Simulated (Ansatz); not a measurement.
Geometry relaxation of Bi$_{2}$Te$_{3}$ (part 2 of 2)

The same run, continued: Bi$_{2}$Te$_{3}$ (R-3m, 5 atoms in the cell); DFT PBE, scalar-relativistic, plane waves, PAW, no spin polarisation (Ansatz 0.2.0); cutoff 420 eV, 8×8×8 k-mesh, Gaussian smearing of 0.05 eV. It belongs to a series of runs on one base structure; here: volume × 1.040.

Geometry of the input (Å; fractional positions):
```
2.2434  1.2952  10.8926
-2.2434  1.2952  10.8926
0.0000  -2.5905  10.8926
Bi 0.3966  0.3966  0.3966
Bi 0.6034  0.6034  0.6034
Te 0.0000  0.0000  0.0000
Te 0.2172  0.2172  0.2172
Te 0.7828  0.7828  0.7828
```

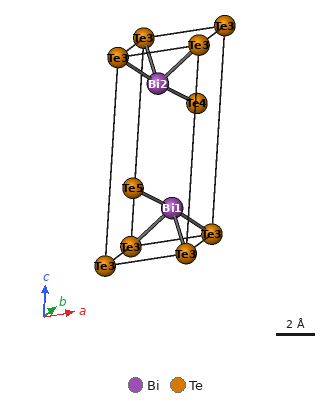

The geometry at step 2 of the log (ball-and-stick view of the reduced cell, seen slightly off an axis; atoms are numbered from 1 in the order of the input).

Log, continued:
```
relax step   4: F+E_penalty+E_count = -45734.16946811 eV  Δ(F+E_penalty+E_count) = -8.070e-4 eV  max|allowed force component| = 1.770e-2 eV/Å  Δτ_max = 0.0085 Å  P = -0.283 GPa  Ω = 189.905 Å³  fix = [volume]  reactions: volume -0.283 GPa  (6 SCF iters, dr2 threshold 5.01e-8 eV, accepted)
iter 1 solved again at ethr=2.50e-7 eV; its pass at ethr=3.10e-3 eV (dr2=1.95e-4 eV) is discarded
SCF iter   1: F=—  HF=-45734.169642 eV  |F-HF|=—  |Δ(HF+E_count)|=         —  Δρ=1.04e-4  dr2=1.85e-4  ethr=2.50e-7  ⟨swp⟩=3.0  Hψ=14558  notcnv=0
preconditioner: auto → Resta (q_TF=auto, 2.352 Å⁻¹)  ε∞=4.0  [insulator: Δε(μ)=0.698 eV  Ē_g=8.215 eV  σ=0.050 eV  W_gap=1.00  n_scr=44 (ndim 8)  ℏωp=14.3 eV  f_vac=0.070  D(μ)=0.00/eV (n_scr^D=0)  ε∞_Penn≈4.0]
SCF iter   2: F=—  HF=-45734.169626 eV  |F-HF|=—  |Δ(HF+E_count)|=   1.57e-5  Δρ=7.05e-5  dr2=3.42e-5  ethr=2.37e-7  ⟨swp⟩=1.6  Hψ=3270  notcnv=0
SCF iter   3: F=—  HF=-45734.169620 eV  |F-HF|=—  |Δ(HF+E_count)|=   5.82e-6  Δρ=3.41e-5  dr2=4.57e-6  ethr=4.38e-8  ⟨swp⟩=1.8  Hψ=3828  notcnv=0
SCF iter   4: F=—  HF=-45734.169543 eV  |F-HF|=—  |Δ(HF+E_count)|=   7.69e-5  Δρ=9.85e-6  dr2=3.30e-7  ethr=5.85e-9  ⟨swp⟩=2.0  Hψ=4133  notcnv=0
SCF iter   5: F=-45734.169543 eV  HF=-45734.169543 eV  |F-HF|=1.30e-8  |Δ(HF+E_count)|=   2.98e-8  Δρ=2.62e-6  dr2=1.63e-8  ethr=2.51e-11  ⟨swp⟩=9.2  Hψ=24211  notcnv=0
SCF 5 converged in 5 iterations: F = -45734.169543 eV  dr2 = 1.63e-8
relax step   5: F+E_penalty+E_count = -45734.16954330 eV  Δ(F+E_penalty+E_count) = -7.519e-5 eV  max|allowed force component| = 1.127e-2 eV/Å  Δτ_max = 0.0032 Å  P = -0.235 GPa  Ω = 189.905 Å³  fix = [volume]  reactions: volume -0.235 GPa  (5 SCF iters, dr2 threshold 1.96e-8 eV, accepted)
iter 1 solved again at ethr=3.47e-8 eV; its pass at ethr=3.10e-3 eV (dr2=2.71e-5 eV) is discarded
SCF iter   1: F=—  HF=-45734.169630 eV  |F-HF|=—  |Δ(HF+E_count)|=         —  Δρ=4.60e-5  dr2=2.63e-5  ethr=3.47e-8  ⟨swp⟩=2.5  Hψ=12904  notcnv=0
preconditioner: auto → Resta (q_TF=auto, 2.352 Å⁻¹)  ε∞=4.0  [insulator: Δε(μ)=0.701 eV  Ē_g=8.215 eV  σ=0.050 eV  W_gap=1.00  n_scr=44 (ndim 8)  ℏωp=14.3 eV  f_vac=0.071  D(μ)=0.00/eV (n_scr^D=0)  ε∞_Penn≈4.0]
SCF iter   2: F=—  HF=-45734.169636 eV  |F-HF|=—  |Δ(HF+E_count)|=   6.50e-6  Δρ=3.57e-5  dr2=5.91e-6  ethr=3.37e-8  ⟨swp⟩=1.5  Hψ=3220  notcnv=0
SCF iter   3: F=—  HF=-45734.169560 eV  |F-HF|=—  |Δ(HF+E_count)|=   7.62e-5  Δρ=1.83e-5  dr2=1.16e-6  ethr=7.58e-9  ⟨swp⟩=1.6  Hψ=3192  notcnv=0
SCF iter   4: F=—  HF=-45734.169560 eV  |F-HF|=—  |Δ(HF+E_count)|=   7.94e-8  Δρ=6.81e-6  dr2=1.28e-7  ethr=1.49e-9  ⟨swp⟩=2.2  Hψ=3877  notcnv=0
SCF iter   5: F=-45734.169560 eV  HF=-45734.169560 eV  |F-HF|=3.34e-9  |Δ(HF+E_count)|=   1.65e-9  Δρ=1.42e-6  dr2=5.98e-9  ethr=1.02e-11  ⟨swp⟩=8.1  Hψ=20957  notcnv=0
SCF 6 converged in 5 iterations: F = -45734.169560 eV  dr2 = 5.98e-9
relax step   6: F+E_penalty+E_count = -45734.16955995 eV  Δ(F+E_penalty+E_count) = -1.665e-5 eV  max|allowed force component| = 8.593e-5 eV/Å  Δτ_max = 0.0018 Å  P = -0.234 GPa  Ω = 189.905 Å³  energy of the carried Pulay correction = -4.806e-18 eV  fix = [volume]  reactions: volume -0.234 GPa  (5 SCF iters, dr2 threshold 7.94e-9 eV, accepted)
Basis set: ecut = 420 eV, 3685 PW (Γ), FFT grids on a1−a2, a2, −a2+a3, exchange–correlation on 60×160×60 points (8 copies of the dense FFT grid, shifted against one another)
Initial wavefunctions: pseudopotential atomic-orbital guess (no wavefunctions were taken with the density)
iter 1 solved again at ethr=4.36e-7 eV; its pass at ethr=3.10e-3 eV (dr2=3.40e-4 eV) is discarded
SCF iter   1: F=—  HF=-45734.168321 eV  |F-HF|=—  |Δ(HF+E_count)|=         —  Δρ=1.47e-4  dr2=1.04e-6  ethr=4.36e-7  ⟨swp⟩=3.6  Hψ=21350  notcnv=0
preconditioner: auto → Resta (q_TF=auto, 2.352 Å⁻¹)  ε∞=4.0  [insulator: Δε(μ)=0.700 eV  Ē_g=8.216 eV  σ=0.050 eV  W_gap=1.00  n_scr=44 (ndim 8)  ℏωp=14.3 eV  f_vac=0.071  D(μ)=0.00/eV (n_scr^D=0)  ε∞_Penn≈4.0]
SCF iter   2: F=—  HF=-45734.169220 eV  |F-HF|=—  |Δ(HF+E_count)|=   8.98e-4  Δρ=7.44e-5  dr2=2.94e-7  ethr=1.33e-9  ⟨swp⟩=2.5  Hψ=5674  notcnv=0
SCF iter   3: F=—  HF=-45734.169552 eV  |F-HF|=—  |Δ(HF+E_count)|=   3.32e-4  Δρ=1.51e-5  dr2=1.70e-7  ethr=3.77e-10  ⟨swp⟩=2.3  Hψ=3966  notcnv=0
SCF iter   4: F=—  HF=-45734.169565 eV  |F-HF|=—  |Δ(HF+E_count)|=   1.35e-5  Δρ=1.81e-6  dr2=4.12e-9  ethr=2.18e-10  ⟨swp⟩=2.1  Hψ=3612  notcnv=0
SCF iter   5: F=—  HF=-45734.169565 eV  |F-HF|=—  |Δ(HF+E_count)|=   1.73e-7  Δρ=3.60e-7  dr2=4.54e-10  ethr=5.29e-12  ⟨swp⟩=2.0  Hψ=4546  notcnv=0
SCF iter   6: F=-45734.169565 eV  HF=-45734.169565 eV  |F-HF|=1.67e-10  |Δ(HF+E_count)|=   2.31e-9  Δρ=1.35e-7  dr2=1.31e-10  ethr=1.00e-12  ⟨swp⟩=8.4  Hψ=17062  notcnv=0
SCF 7 converged in 6 iterations: F = -45734.169565 eV  dr2 = 1.31e-10
relax step   7: F+E_penalty+E_count = -45734.16956533 eV  Δ(F+E_penalty+E_count) = -5.382e-6 eV  max|allowed force component| = 1.046e-4 eV/Å  Δτ_max = 0.0000 Å  P = -0.234 GPa  Ω = 189.905 Å³  fix = [volume]  reactions: volume -0.234 GPa  stress off target by 3.43e-4 GPa on what of the cell is left free  SCF on the basis re-selected at this cell (its energy is not comparable with the rows above)  (6 SCF iters)
basis re-selected at this cell: Δ(F+E_penalty+E_count) = -5.382e-6 eV, ΔP = -0.000 GPa vs the last step (what re-selecting the basis moved, of the pressure what is left beyond the Pulay correction that the steps carried, after the strain that the cell walked since its last selection, with what the two solves' SCF thresholds leave and, on support functions, any second-order correction that the steps lacked; it is no measure of the basis error at this ecutwfc). The dense FFT grid was sized anew with the basis: this SCF ran on 30×80×30 points, the steps before it on 30×75×30, so part of this shift can come from that change (see relax.cell in the input reference). This SCF's stress stands 3.43e-4 GPa from its target on what of the cell is left free (relax.cell.stress_tol is 1.00e-1 GPa) and its largest allowed force component is 1.05e-4 eV/Å (relax.f_tol is 1.00e-2 eV/Å): within both
SCF converged after 6 iterations
Free energy (F): -45734.169565 eV
Harris-Foulkes:  -45734.169565 eV  (|F-HF|=1.67e-10)
Internal energy: -45734.169565 eV  (E = F + TS)
E sigma→0 (E₀):  -45734.169565 eV
Fermi energy:    7.625032 eV
--- Per-component energies (eV) ---
  E_band       = -1106.898303
  E_kinetic    = 1141.147988
  E_local      = -7924.691692  (includes V_loc(G=0)·N_el)
  E_nonlocal   = 191.710237
  E_hartree    = 3898.183500
  E_xc         = -674.750323
  E_vxc        = -599.476184  (∫ρ·V_xc dr)
  E_paw        = -35312.672823  (= ΣΔE_a)
  E_vpaw       = -1711.954806  (= ΣTr[D̂ρ^β])
  E_aug_tail   = -0.001398  (compensation charges beyond the density's cutoff)
  E_ewald      = -7053.095053
  E_smearing   = -0.000000  (= −TS)
  E_closure    = -0.000000  (closes the sum)
  Σ components = -45734.169565   (vs F -45734.169565, Δ=0.00e0)
--- Forces (eV/Å), atoms counted from 1 ---
  atom   1  Bi     0.00000000     0.00000000     0.00007999
  atom   2  Bi    -0.00000000    -0.00000000    -0.00007999
  atom   3  Te     0.00000000     0.00000000     0.00000000
  atom   4  Te     0.00000000     0.00000000     0.00010457
  atom   5  Te    -0.00000000    -0.00000000    -0.00010457
  max |Σ_I F_I| component: 1.36e-20 eV/Å
--- Stress (GPa, compression-positive) ---
       -0.234012       0.000000       0.000000
        0.000000      -0.234012      -0.000000
        0.000000      -0.000000      -0.234527
  P = ⅓ Tr σ = -0.2342 GPa (-2.342 kbar)
--- Band table (eV; the first three rows and the last of 65) ---
  k-point 0: bands = ["-28.8390", "-28.8390", "-28.8389", "-28.8389", "-28.8234", "-28.8234", "-28.8231", "-28.8231", "-28.8167", "-28.8165", "-28.7037", "-28.6967", "-28.6967", "-28.6668", "-28.6668", "-15.5077", "-15.5077", "-15.5064", "-15.5064", "-15.5011", "-15.5001", "-15.4975", "-15.4975", "-15.4965", "-15.4965", "-5.2973", "-4.7938", "-3.2382", "-1.3475", "-0.5203", "5.6810", "5.7947", "6.0279", "6.0279", "6.2064", "6.2064", "6.8334", "6.8334", "7.2293", "7.9720", "8.6043", "8.6043", "9.4625", "9.6599", "9.6599", "12.6414", "13.5352"]
  k-point 1: bands = ["-28.8390", "-28.8389", "-28.8388", "-28.8388", "-28.8235", "-28.8234", "-28.8231", "-28.8231", "-28.8166", "-28.8165", "-28.7036", "-28.6967", "-28.6967", "-28.6667", "-28.6666", "-15.5086", "-15.5072", "-15.5062", "-15.5049", "-15.5003", "-15.4993", "-15.4983", "-15.4977", "-15.4971", "-15.4963", "-5.1693", "-4.6777", "-3.1643", "-1.4205", "-0.6956", "4.9304", "5.1551", "5.6402", "5.7373", "6.0914", "6.4169", "6.7143", "6.8240", "6.9939", "8.5628", "8.9360", "9.0124", "9.4281", "9.7831", "10.1336", "12.5048", "12.9643"]
  k-point 2: bands = ["-28.8390", "-28.8389", "-28.8385", "-28.8385", "-28.8235", "-28.8235", "-28.8232", "-28.8230", "-28.8164", "-28.8163", "-28.7035", "-28.6969", "-28.6967", "-28.6667", "-28.6663", "-15.5114", "-15.5098", "-15.5035", "-15.5020", "-15.5009", "-15.4992", "-15.4973", "-15.4970", "-15.4960", "-15.4957", "-4.7953", "-4.3486", "-2.9805", "-1.7024", "-1.1716", "3.9362", "4.5968", "4.8549", "5.1294", "5.6380", "5.9899", "6.5517", "6.8151", "7.0117", "8.5929", "9.2318", "9.2684", "10.0881", "10.2754", "11.1862", "11.7401", "13.2575"]
  k-point 64: bands = ["-28.8390", "-28.8390", "-28.8389", "-28.8389", "-28.8234", "-28.8234", "-28.8231", "-28.8231", "-28.8167", "-28.8166", "-28.7037", "-28.6967", "-28.6967", "-28.6668", "-28.6668", "-15.5077", "-15.5077", "-15.5064", "-15.5064", "-15.5011", "-15.5001", "-15.4975", "-15.4975", "-15.4965", "-15.4965", "-5.2675", "-4.8555", "-3.1278", "-1.5834", "-0.3381", "5.3216", "6.0034", "6.0034", "6.2386", "6.2655", "6.2655", "6.7717", "6.7717", "7.0155", "8.1444", "8.7297", "8.7297", "9.3705", "9.5316", "9.5316", "12.7620", "13.5201"]
--- Relaxed structure (6 steps of the walk, 6 accepted, 1 SCFs on fresh bases) ---
  F+E_penalty+E_count = -45734.16956533 eV   max|allowed force component| = 1.046e-4 eV/Å   (the final SCF, on the basis selected at the relaxed cell)
  cell:  # Å, volume = 189.9051 Å³
    - [2.225338256485655, 1.2847996414369034, 11.070160031782702]
    - [-2.225338256485655, 1.2847996414369034, 11.070160031782702]
    - [1.0096071436800305e-33, -2.5695992828229923, 11.070160031788602]
  atoms:
    - { symbol: Bi, position: [0.3953581929983631, 0.3953581929983631, 0.3953581929983631] }
    - { symbol: Bi, position: [0.604641807001637, 0.604641807001637, 0.6046418070016372] }
    - { symbol: Te, position: [-1.240872987747409e-19, -1.240872987747409e-19, -1.2408729877707513e-19] }
    - { symbol: Te, position: [0.2196084304344099, 0.2196084304344099, 0.21960843043440992] }
    - { symbol: Te, position: [0.7803915695655899, 0.7803915695655899, 0.78039156956559] }
```

Trajectory as extended XYZ (Å, eV, eV/Å), 7 frames, from step=1 to step=7:
```
5
Lattice="2.2434 1.2952 10.8926 -2.2434 1.2952 10.8926 0.0000 -2.5905 10.8926" Properties=species:S:1:pos:R:3:forces:R:3 step=1 energy=-45734.15987 pressure_GPa=-1.01
Bi    0.0000    0.0000   12.9609    0.0000   0.0000   0.0474
Bi    0.0000    0.0000   19.7171    0.0000   0.0000  -0.0474
Te    0.0000    0.0000    0.0000    0.0000   0.0000   0.0000
Te    0.0000    0.0000    7.0980    0.0000   0.0000   0.1369
Te    0.0000    0.0000   25.5799    0.0000   0.0000  -0.1369
5
Lattice="2.2380 1.2921 10.9457 -2.2380 1.2921 10.9457 0.0000 -2.5842 10.9457" Properties=species:S:1:pos:R:3:forces:R:3 step=2 energy=-45734.16371 pressure_GPa=-0.04
Bi    0.0000    0.0000   12.9748    0.0000   0.0000  -0.0267
Bi    0.0000    0.0000   19.8623    0.0000   0.0000   0.0267
Te    0.0000    0.0000    0.0000    0.0000   0.0000   0.0000
Te    0.0000    0.0000    7.2301    0.0000   0.0000  -0.1095
Te    0.0000    0.0000   25.6070    0.0000   0.0000   0.1095
5
Lattice="2.2337 1.2896 10.9877 -2.2337 1.2896 10.9877 0.0000 -2.5792 10.9877" Properties=species:S:1:pos:R:3:forces:R:3 step=3 energy=-45734.16866 pressure_GPa=-0.36
Bi    0.0000    0.0000   13.0402    0.0000   0.0000  -0.0016
Bi    0.0000    0.0000   19.9230    0.0000   0.0000   0.0016
Te    0.0000    0.0000    0.0000    0.0000   0.0000   0.0000
Te    0.0000    0.0000    7.2265    0.0000   0.0000  -0.0046
Te    0.0000    0.0000   25.7366    0.0000   0.0000   0.0046
5
Lattice="2.2273 1.2860 11.0503 -2.2273 1.2860 11.0503 0.0000 -2.5719 11.0503" Properties=species:S:1:pos:R:3:forces:R:3 step=4 energy=-45734.16947 pressure_GPa=-0.28
Bi    0.0000    0.0000   13.1067    0.0000   0.0000   0.0177
Bi    0.0000    0.0000   20.0443    0.0000   0.0000  -0.0177
Te    0.0000    0.0000    0.0000    0.0000   0.0000   0.0000
Te    0.0000    0.0000    7.2763    0.0000   0.0000   0.0119
Te    0.0000    0.0000   25.8746    0.0000   0.0000  -0.0119
5
Lattice="2.2254 1.2849 11.0691 -2.2254 1.2849 11.0691 0.0000 -2.5697 11.0691" Properties=species:S:1:pos:R:3:forces:R:3 step=5 energy=-45734.16954 pressure_GPa=-0.23
Bi    0.0000    0.0000   13.1307    0.0000   0.0000  -0.0113
Bi    0.0000    0.0000   20.0768    0.0000   0.0000   0.0113
Te    0.0000    0.0000    0.0000    0.0000   0.0000   0.0000
Te    0.0000    0.0000    7.2919    0.0000   0.0000  -0.0056
Te    0.0000    0.0000   25.9155    0.0000   0.0000   0.0056
5
Lattice="2.2253 1.2848 11.0702 -2.2253 1.2848 11.0702 0.0000 -2.5696 11.0702" Properties=species:S:1:pos:R:3:forces:R:3 step=6 energy=-45734.16956 pressure_GPa=-0.23
Bi    0.0000    0.0000   13.1300    0.0000   0.0000   0.0001
Bi    0.0000    0.0000   20.0804    0.0000   0.0000  -0.0001
Te    0.0000    0.0000    0.0000    0.0000   0.0000   0.0000
Te    0.0000    0.0000    7.2933    0.0000   0.0000   0.0001
Te    0.0000    0.0000   25.9172    0.0000   0.0000  -0.0001
5
Lattice="2.2253 1.2848 11.0702 -2.2253 1.2848 11.0702 0.0000 -2.5696 11.0702" Properties=species:S:1:pos:R:3:forces:R:3 step=7 energy=-45734.16956 pressure_GPa=-0.23
Bi    0.0000    0.0000   13.1300    0.0000   0.0000   0.0001
Bi    0.0000    0.0000   20.0804    0.0000   0.0000  -0.0001
Te    0.0000    0.0000    0.0000    0.0000   0.0000   0.0000
Te    0.0000    0.0000    7.2933    0.0000   0.0000   0.0001
Te    0.0000    0.0000   25.9172    0.0000   0.0000  -0.0001
```

Summary:

| quantity | value |
| --- | --- |
| outcome | converged |
| space group (tolerance 0.01 Å) | R-3m (166) |
| electrons treated | 78 |
| free energy | −45734.1696 eV |
| Fermi energy | 7.625 eV |
| gap on the k-point mesh | 0.70 eV |
| pressure | −0.23 GPa |
| final volume | 189.91 Å³ |
| largest force (length of the vector) at the end | under 0.001 eV/Å |
| final cell | a = 11.364 Å, b = 11.364 Å, c = 11.364 Å, α = 22.58°, β = 22.58°, γ = 22.58° |
| hardware | 4 threads of Arm Neoverse V2, 24 GiB of memory available, shared host |
| wall time | 68 s (CPU time 4.5 min) |
| peak memory | 0.84 GiB |

Spin–orbit coupling is left out, which matters for Bi.
